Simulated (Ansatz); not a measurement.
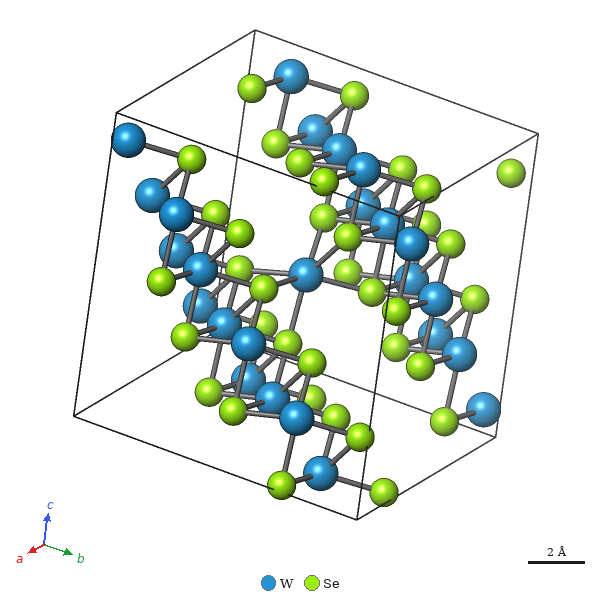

We look at a ball-and-stick model of the crystal slightly off an axis. The lines enclose the supercell; boundary atoms appear with their images. The host is WSe₂, in a cell of 48 sites, and the cell is neutral.

> What defect is present?

An interstitial tungsten atom. It is bonded to six Se in a distorted trigonal prismatic arrangement at about 2.6 Å. Not all metal-metal contacts are counted.

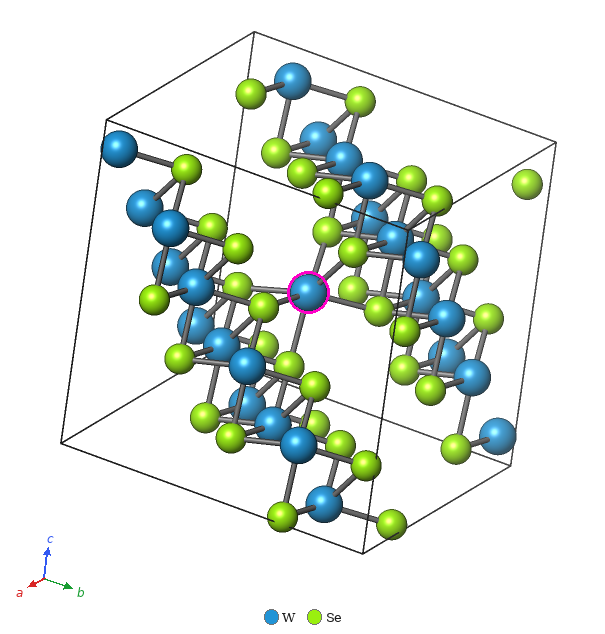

The same cell with a ring at the defect's site.

It goes back to a structure listed in the Materials Project, repeated into a supercell with a point defect put in. Earlier steps of the study, as a rule a relaxation of our own, may have changed the cell and positions, so they can lie some per cent off the listed ones. It was set up as input for a calculation with Ansatz.
